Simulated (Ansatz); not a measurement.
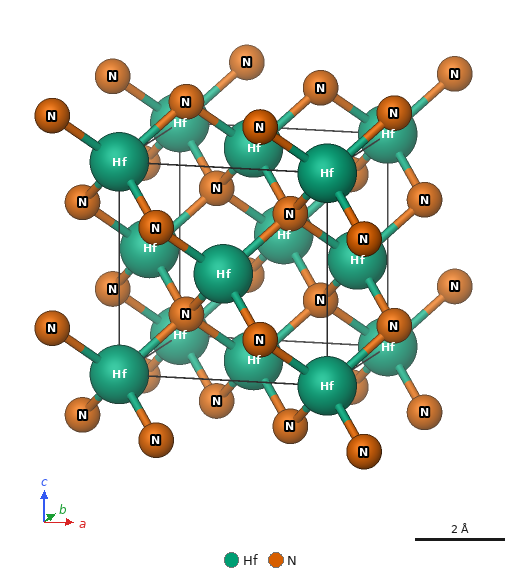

The starting point is a symmetric starting cell of HfN. A ball-and-stick model of the conventional cell (4 times the calculation's cell), seen slightly off an axis. Lengths and directions refer to the drawn axes.

The calculation used DFT PBE, scalar-relativistic, plane waves, PAW (Ansatz). (plane-wave cutoff 420 eV; k-point mesh 14 × 14 × 14; occupations gaussian; smearing width 0.1 eV; no spin polarisation)

Change: All lengths are scaled by +4.8 % (volume +15.2 %), the atoms keeping their fractional coordinates. No relaxation follows. The starting cell wasn't computed here and needn't be at equilibrium, so pressure and forces aren't due to the change alone.

The input:
```yaml
crystal:
  lattice:
    - [0.0, 2.5734144508, 2.5734144508]
    - [2.5734144508, 0.0, 2.5734144508]
    - [2.5734144508, 2.5734144508, 0.0]
  atoms:
    - { symbol: Hf, position: [0.0, 0.0, 0.0] }
    - { symbol: "N", position: [0.75, 0.75, 0.75] }
basis:
  ecutwfc: 420
kpoints:
  mp_grid: { grid: [14, 14, 14] }
hamiltonian:
  xc: pbe
scf:
  occupations: { method: gaussian, width: 0.1 }
output:
  forces: true
  stress: true
  eigenvalues: true
```

Command:
```bash
ansatz run input.yaml --threads 1 --pin off --max-ram 1331MiB --backend cpu --events-out ev --progress --plain --runs-dir out
```

### Predict the response.

The pressure is −19.7 GPa (not all of it need come from the change, since the unchanged cell can be under pressure at this level too). All forces vanish by symmetry. Among the bonded contacts that change: Hf–N 2.126 → 2.229 Å. The space group stays F-43m (No. 216).

The changed structure in the same view:

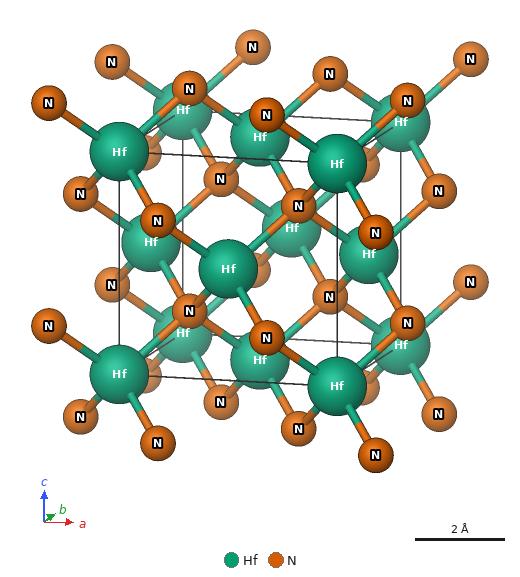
